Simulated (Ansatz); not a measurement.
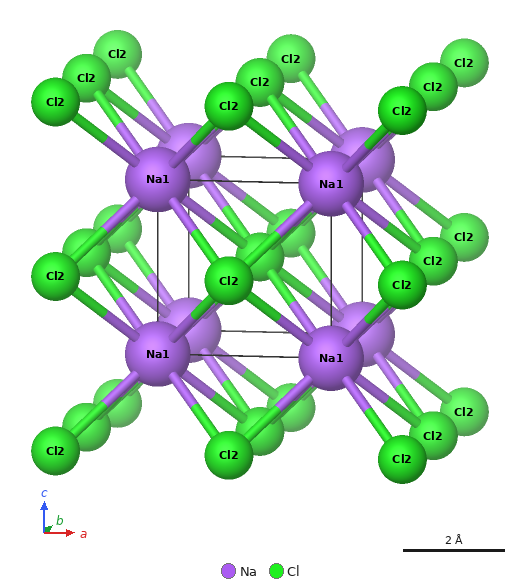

The starting point is a symmetric starting cell of NaCl. Style: ball-and-stick. Shown: the cell of the calculation, slightly off an axis.

Level of theory: DFT r2SCAN, scalar-relativistic, plane waves, PAW in Ansatz. Set-up: plane-wave cutoff 500 eV; k-point mesh 6 × 6 × 6; occupations gaussian; smearing width 0.02 eV; no spin polarisation.

The variant: All lengths are scaled by −2.4 % (volume −7.0 %), the atoms keeping their fractional coordinates. No relaxation follows. The starting cell wasn't computed here and needn't be at equilibrium, so pressure and forces aren't due to the change alone.

Input file:
```yaml
crystal:
  lattice:
    - [3.418487659, 0.0, 0.0]
    - [0.0, 3.418487659, 0.0]
    - [0.0, 0.0, 3.418487659]
  atoms:
    - { symbol: Na, position: [0.0, 0.0, 0.0] }
    - { symbol: Cl, position: [0.5, 0.5, 0.5] }
basis:
  ecutwfc: 500
kpoints:
  mp_grid: { grid: [6, 6, 6] }
hamiltonian:
  xc: r2scan
scf:
  occupations: { method: gaussian, width: 0.02 }
output:
  forces: true
  stress: true
  eigenvalues: true
```

What is the effect?

Answer. The pressure is 1.2 GPa (not all of it need come from the change, since the unchanged cell can be under pressure at this level too). All forces vanish by symmetry. Near-neighbour distances before and after: Cl–Na 3.033 → 2.960 Å. The space group stays Pm-3m (No. 221).

The changed structure in the same view:

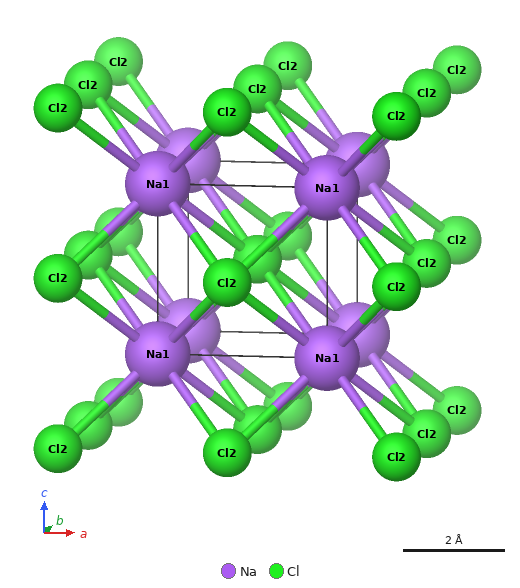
